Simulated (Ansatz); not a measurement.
A series of calculations on Li

### Relaxation

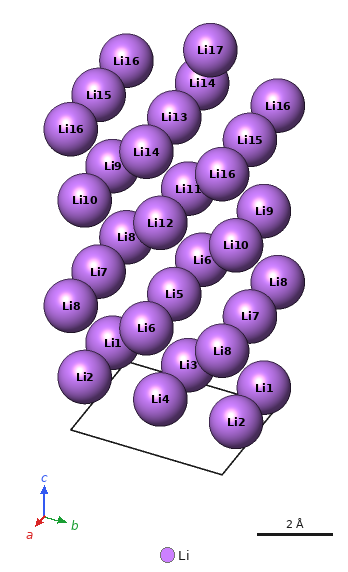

A slab of composition Li, before the constrained relaxation. Style: spheres-only. Shown: the cell of the calculation, outlined in the plane, without the vacuum (origin shifted), slightly off an axis.

It is Li on Li(110), set down by a guess. The run prepares the start of a later molecular dynamics calculation, from a guessed geometry. 4 atoms are held fixed.

The calculation used Ansatz 0.2.0, DFT PBE, scalar-relativistic, plane waves, PAW.

The input:
```yaml
accuracy: low
crystal:
  lattice:
    - [6.98, 0.0, 0.0]
    - [3.49, 4.935605, 0.0]
    - [0.0, 0.0, 20.403408]
  atoms:
    - { symbol: Li, position: [-0.25, 0.5, 0.0490114] }
    - { symbol: Li, position: [0.25, 0.5, 0.0490114] }
    - { symbol: Li, position: [-0.25, 1.0, 0.0490114] }
    - { symbol: Li, position: [0.25, 1.0, 0.0490114] }
    - { symbol: Li, position: [0.0, 0.0, 0.1699619] }
    - { symbol: Li, position: [0.5, 0.0, 0.1699619] }
    - { symbol: Li, position: [0.0, 0.5, 0.1699619] }
    - { symbol: Li, position: [0.5, 0.5, 0.1699619] }
    - { symbol: Li, position: [-0.25, 0.5, 0.2909124] }
    - { symbol: Li, position: [0.25, 0.5, 0.2909124] }
    - { symbol: Li, position: [-0.25, 1.0, 0.2909124] }
    - { symbol: Li, position: [0.25, 1.0, 0.2909124] }
    - { symbol: Li, position: [0.0, 0.0, 0.411863] }
    - { symbol: Li, position: [0.5, 0.0, 0.411863] }
    - { symbol: Li, position: [0.0, 0.5, 0.411863] }
    - { symbol: Li, position: [0.5, 0.5, 0.411863] }
    - { symbol: Li, position: [0.0004957, 0.2384557, 0.5187079] }
basis:
  ecutwfc: 420.0
kpoints:
  mp_grid: { grid: [3, 3, 1] }
hamiltonian:
  xc: pbe
scf:
  occupations: { method: fermi_dirac, width: 0.05 }
  lower_state_search: "off"
relax:
  f_tol: 0.08
  max_steps: 25
  adjacent_minimum: "off"
  constraints: [{ sites: [0, 1, 2, 3] }]
```

Launched with:
```bash
ansatz run input.yaml --threads 1 --pin off --max-ram 3072MiB --backend cpu --events-out ev --progress --plain --runs-dir out
```

What does the optimiser find from here?

Answer. Over 2 geometry steps the energy falls by 0.139 eV per cell of the calculation. The largest force component goes from 0.37 to 0.025 eV/Å. Li13 moves most: 0.39 Å along the normal (−c). The cell doesn't change. Some distances before and after: Li11–Li12 3.490 → 3.142 Å, Li10–Li13 3.490 → 3.201 Å, Li9–Li13 3.490 → 3.257 Å, Li13–Li17 2.615 → 2.840 Å. Among the angles between lasting bonds that change: Li13–Li16–Li13 180.0° → 158.8°, Li15–Li14–Li15 180.0° → 161.8°, Li9–Li16–Li13 109.5° → 98.2°. The run took 18 s on 1 thread of AMD EPYC 7R13 Processor (Zen 3), on a shared host, peak memory 0.66 GiB.

Step by step:

```tsv
step	E − E(0), meV/atom	largest force component, eV/Å
0	0.00	0.3723
1	-6.31	0.0870
2	-8.18	0.0255
```

The structure at the end:

```
Li
1.0
     6.98000    0.00000    0.00000
     3.49000    4.93560    0.00000
     0.00000    0.00000   20.40341
Li
17
Direct
  0.75000 0.50000 0.04901
  0.25000 0.50000 0.04901
  0.75000 0.00000 0.04901
  0.25000 0.00000 0.04901
  0.99813 0.00013 0.16997
  0.50165 0.00010 0.16286
  0.00184 0.49970 0.16956
  0.49849 0.49990 0.16365
  0.73780 0.48251 0.28502
  0.26150 0.52012 0.28639
  0.73300 0.98311 0.28562
  0.26737 0.01516 0.28414
  0.00350 0.99642 0.39267
  0.49013 0.00390 0.41993
  0.99519 0.50630 0.39624
  0.50818 0.49864 0.42037
  0.00307 0.23257 0.51303
```

The end point in the same view:

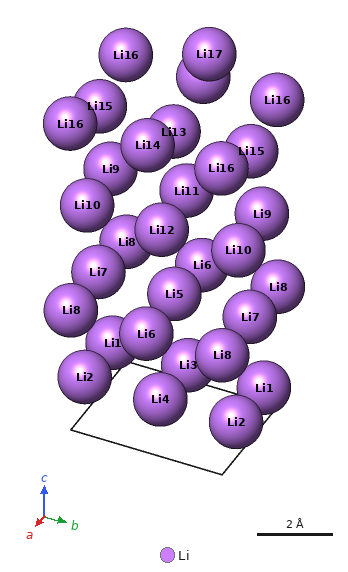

Limits of the set-up: the program's low-accuracy preset was used; the periodic images lie only 6.0 Å apart, so the values are limited by the cell's size.

### Dynamics

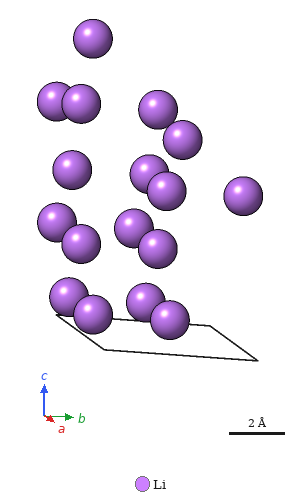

Starting frame of a dynamics run of Li on Li(110) (17 atoms in the cell). Style: spheres-only. Shown: the simulation cell, with the vacuum cut short, slightly off an axis.

These are results of DFT PBE, scalar-relativistic, plane waves, PAW (Ansatz 0.2.0), not measurements.

The input:
```yaml
accuracy: low
crystal:
  lattice:
    - [6.98, 0.0, 0.0]
    - [3.49, 4.935605, 0.0]
    - [0.0, 0.0, 20.403408]
  atoms:
    - { symbol: Li, position: [-0.25, 0.5, 0.0490114] }
    - { symbol: Li, position: [0.25, 0.5, 0.0490114] }
    - { symbol: Li, position: [-0.25, 1.0, 0.0490114] }
    - { symbol: Li, position: [0.25, 1.0, 0.0490114] }
    - { symbol: Li, position: [-0.00186745, 0.0001278, 0.16996786] }
    - { symbol: Li, position: [0.50165429, 9.868e-05, 0.16285717] }
    - { symbol: Li, position: [0.00184444, 0.49970496, 0.16956185] }
    - { symbol: Li, position: [0.49849468, 0.49990312, 0.16364681] }
    - { symbol: Li, position: [-0.26219531, 0.48251169, 0.2850207] }
    - { symbol: Li, position: [0.26149801, 0.52012482, 0.28639176] }
    - { symbol: Li, position: [-0.2669996, 0.98311442, 0.28562156] }
    - { symbol: Li, position: [0.26736619, 1.01515877, 0.28413591] }
    - { symbol: Li, position: [0.00349534, -0.00357568, 0.39267167] }
    - { symbol: Li, position: [0.49012528, 0.00389943, 0.41993292] }
    - { symbol: Li, position: [-0.00481273, 0.50629726, 0.39624376] }
    - { symbol: Li, position: [0.50818217, 0.49864326, 0.42036844] }
    - { symbol: Li, position: [0.00306592, 0.23257472, 0.51303239] }
basis:
  ecutwfc: 420.0
kpoints:
  mp_grid: { grid: [3, 3, 1] }
hamiltonian:
  xc: pbe
scf:
  occupations: { method: fermi_dirac, width: 0.05 }
  lower_state_search: "off"
md:
  timestep: 1
  n_steps: 140
  ensemble: nvt_langevin
  temperature: 700.0
  initial_velocities: maxwell_boltzmann
  seed: 484865
  friction: 0.01
  constraints: [{ sites: [0, 1, 2, 3] }]
```

Command:
```bash
ansatz run input.yaml --threads 1 --pin off --max-ram 3072MiB --backend cpu --events-out ev --progress --plain --runs-dir out
```

**Predict how the run goes.**

The mean temperature in the second half is 584 K (standard deviation 89 K). The potential energy is still drifting at the end, so the run hasn't reached equilibrium. The potential energy in the second half lies on average 49.6 meV per atom above the first frame. Root-mean-square distances from the starting positions over the second half, with the common drift of all atoms taken out: Li 0.91 Å. That is a large part of the typical shortest distance between atoms in the first frame, about 2.9 Å and still growing: the atoms leave their places as in a liquid.

Along the run (each row but the first and the last is the mean over the interval that it begins):

| time (fs) | potential energy (meV/atom) | T (K) |
| --- | --- | --- |
| 0.0 | 0.0 | 700 |
| 23.0 | 37.8 | 503 |
| 46.0 | 40.6 | 656 |
| 69.0 | 42.5 | 639 |
| 92.0 | 46.2 | 632 |
| 115.0 | 59.2 | 487 |
| 138.0 | 57.7 | 522 |

The paths of the atoms:

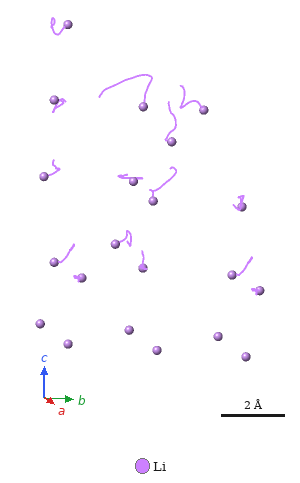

Limits of the set-up: the program's low-accuracy preset was used; the periodic images lie only 6.0 Å apart, so the values are limited by the cell's size.

### Dynamics

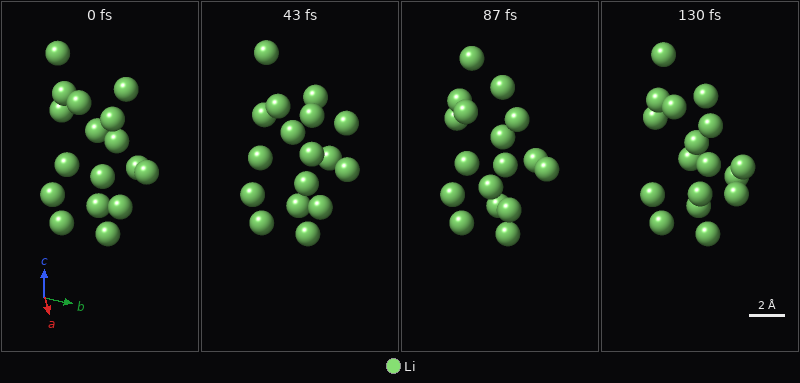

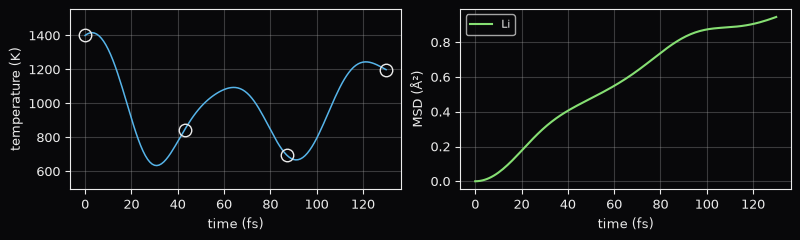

A Born-Oppenheimer molecular dynamics run of Li on Li(110) (17 atoms in the cell), 130 fs long. It starts from the last geometry of an earlier run, with fresh velocities. Frames and the history of the run. A spheres-only model of the simulation cell, with the vacuum cut short, seen from a free direction. Atoms that leave the cell re-enter on the other side.

These are results of DFT PBE, scalar-relativistic, plane waves, PAW (Ansatz), not measurements. Run with plane-wave cutoff 420 eV; k-point mesh 3 × 3 × 1; Fermi-Dirac smearing 0.05 eV; low-accuracy preset; 4 atoms held fixed; constant energy (NVE); velocities drawn for 1400 K; time step 1 fs.

> Describe the run.

The mean temperature in the second half is 974 K (standard deviation 201 K). The potential energy is still drifting at the end, so the run hasn't reached equilibrium. The potential energy in the second half lies on average 42.2 meV per atom above the first frame. Root-mean-square distances from the starting positions over the second half, with the common drift of all atoms taken out: Li 0.91 Å. That is a large part of the typical shortest distance between atoms in the first frame, about 2.8 Å and still growing: the atoms leave their places as in a liquid.

Limits of the set-up: the program's low-accuracy preset was used; the periodic images lie only 6.0 Å apart, so the values are limited by the cell's size.
